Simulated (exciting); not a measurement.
Consider MgO (Periclase), space group Fm-3m.

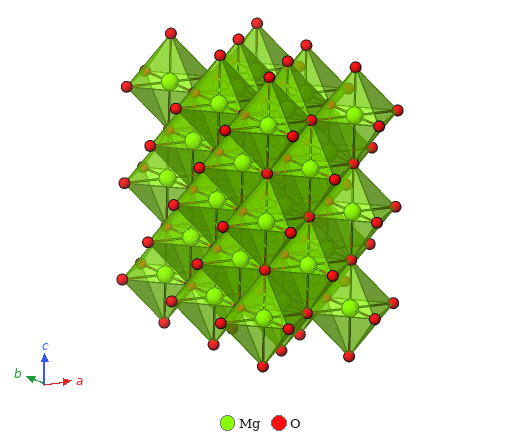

The structure (magnesium green, oxygen red). 1×2×2 conventional cells are drawn. Some periodic images of atoms are drawn too.

```xyz
2
Lattice="0.0000 2.1085 2.1085 2.1085 0.0000 2.1085 2.1085 2.1085 0.0000" Properties=species:S:1:pos:R:3 pbc="T T T"
Mg    0.0000    0.0000    0.0000
O     2.1085    2.1085    2.1085
```

Absorber: atom 2, with 6 Mg at 2.11 Å (octahedral, site symmetry m-3m). Method: exciting, all-electron LAPW+lo, PBEsol, exchange and screened direct term (singlet BSE), 6×6×6 shifted k points, 10 conduction bands, |G+q| up to 3 bohr⁻¹, full RPA screening with nempty = 28, Lorentzian half width 0.45 eV.

The database entry behind the starting cell differs from later determinations by our own check (about 0.1 % long), so it need not match the best structure at ambient conditions.

Question: Predict the O K near-edge structure at this level.

Bound core exciton? Undecided on this mesh: the first bright state (over 5 % of the brightest) lies at -0.10 eV from the Kohn–Sham onset and at -0.46 eV from the lowest bare transition of its own mesh; weaker or dark states reach down to -0.67 eV. Maxima (height): 2.3 eV (1.00) and 11.2 eV (0.35).

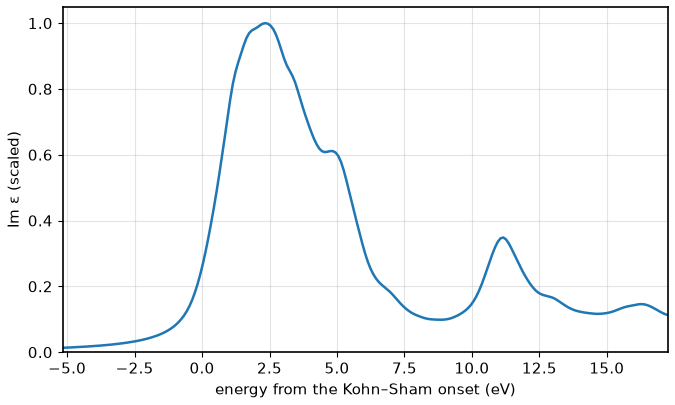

Energy from the Kohn–Sham onset, core level to the lowest empty state found on the meshes used; Im ε in relative units.

A mesh of 216 points doesn't converge binding energies. Exchange and the short-range direct term aren't converged in the kernel cutoff. The zero comes from the unshifted 6×6×6 ground-state mesh; it is exact only where the band minimum lies on that mesh. The structure is a published determination, not relaxed.

[Banner, clock and machine lines of the logs are left out without a mark of their own.]

[Logs are printed without paths, hosts, clocks, repeated set-up lines and the standing remarks that a program may print on its own settings, such as how far it seeks lower states.]

[Hosts, paths, dates, database ids (printed as entryN), source tags and the programs' standing remarks are cut or masked in the printed files.]
